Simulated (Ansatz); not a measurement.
System: Li₂Se, space group Fm-3m (No. 225).

Input of the run:
```
crystal:
  lattice:
    - [0.0, 3.0347256483, 3.0347256483]
    - [3.0347256483, 0.0, 3.0347256483]
    - [3.0347256483, 3.0347256483, 0.0]
  atoms:
    - { symbol: Li, position: [0.25, 0.25, 0.25] }
    - { symbol: Li, position: [0.75, 0.75, 0.75] }
    - { symbol: Se, position: [0.0, 0.0, 0.0] }
basis:
  ecutwfc: 420
kpoints:
  mp_grid: { grid: [8, 8, 8] }
hamiltonian:
  xc: pbe
scf:
  occupations: { method: fixed }
output:
  eigenvalues: true
phonons:
  method: dfpt
  dielectric: true
  rigid_motions: translations
  eigenvectors: true
```

Command:
```bash
ansatz run input.yaml --threads 1 --pin off --max-ram 1228MiB --backend cpu --events-out ev --progress --plain --runs-dir out
```

How it was computed, with Ansatz 0.2.0: optical phonons of an insulator on the approach to the zone centre along x, y and z with the field of polar modes, imaginary frequencies are negative, field response on a mesh refined by the program; plane waves with PAW datasets. Level: PBE, no spin polarisation.

wave cutoff 420 eV; k mesh 8×8×8; occupations fixed; pressure −1 GPa.

Describe the result: the polar optical modes, transverse and longitudinal, approaching the zone centre along x.

The transverse (TO, twofold) lines lie at 255.5 and the longitudinal (LO) ones at 361.9 cm⁻¹, the same along x, y and z by the cubic symmetry.

```
at  frequency (cm⁻¹)  degeneracy  dipole strength ((D/Å)²/amu)
 x             255.5           2                          14.9
 x             324.7           3                             0
 x             361.9           1                          7.44
```

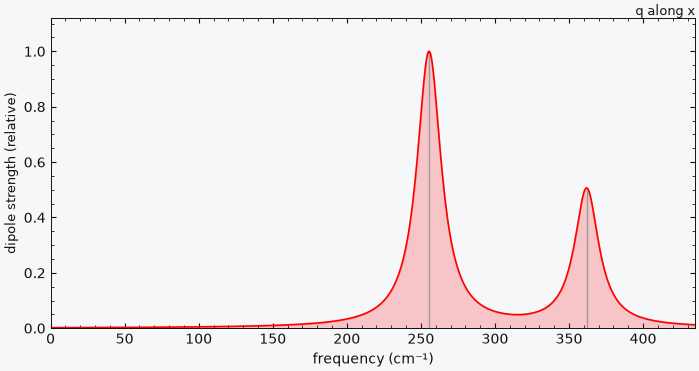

Lines are broadened by Lorentzians of 20 cm⁻¹ full width; the spectrum is scaled to its strongest line.
